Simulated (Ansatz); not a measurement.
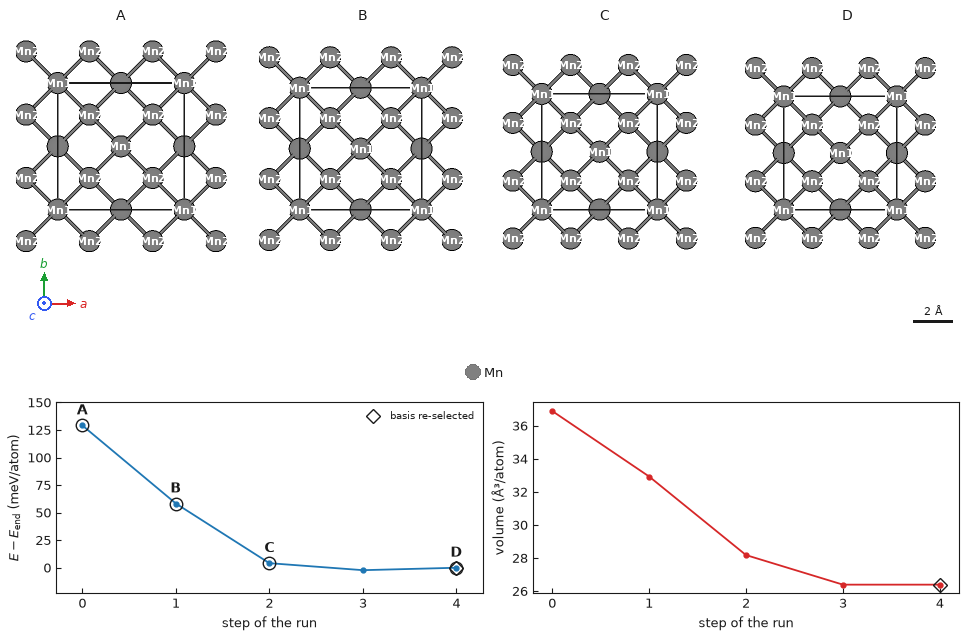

Frames of a relaxation of crystalline Mn (a generated structure, set up in Fd-3m), marked on the history of the run. The picture is a ball-and-stick view of the conventional cell (4 times the calculation's cell), seen along the c axis. Lengths and directions refer to the drawn axes.

Case: Sn → Mn on all its sites, cell and atoms relaxed.

These are results of DFT PBE, scalar-relativistic, plane waves, PAW (Ansatz 0.2.0), not measurements. (plane-wave cutoff 420 eV; k-point mesh 12 × 12 × 12; occupations gaussian; smearing width 0.1 eV; collinear spin; cell and atoms relaxed; force threshold 0.01 eV/Å; at most 60 steps)

### What happens along the run?

After 3 accepted moves (4 points after the start) the energy has fallen by 129 meV per atom. All forces vanish by symmetry, so only the cell relaxes. The pressure goes from −3.06 to −0.03 GPa. The SCF was repeated once at an unchanged geometry on a basis and grid sized afresh for the cell, which shifted the energy by 2.2 meV per atom at most. No atom moves by more than 0.005 Å relative to the cell. Cell: a = b = c 6.658 → 5.955 Å (−10.6 %). Volume −28.5 %. Some distances before and after: Mn1–Mn2 2.883 → 2.578 Å. The space group stays Fd-3m (No. 227). The run may lie on a higher electronic state than the lowest, so the end point isn't shown to be the ground-state structure. From step 0 to 1: volume −10.7 %, energy −70.9 meV per atom. From step 1 to 2: volume −14.4 %, energy −54.2 meV per atom. From step 2 to 4: volume −6.3 %, energy −4.1 meV per atom.

| step | E − E(0), meV/atom | pressure, GPa | volume, Å³/atom | note |
| --- | --- | --- | --- | --- |
| 0 | 0.00 | -3.06 | 36.896 |  |
| 1 | -70.86 | -2.53 | 32.933 |  |
| 2 | -125.01 | -0.95 | 28.180 |  |
| 3 | -131.36 | -0.02 | 26.391 |  |
| 4 | -129.16 | -0.03 | 26.391 | same geometry, new basis |
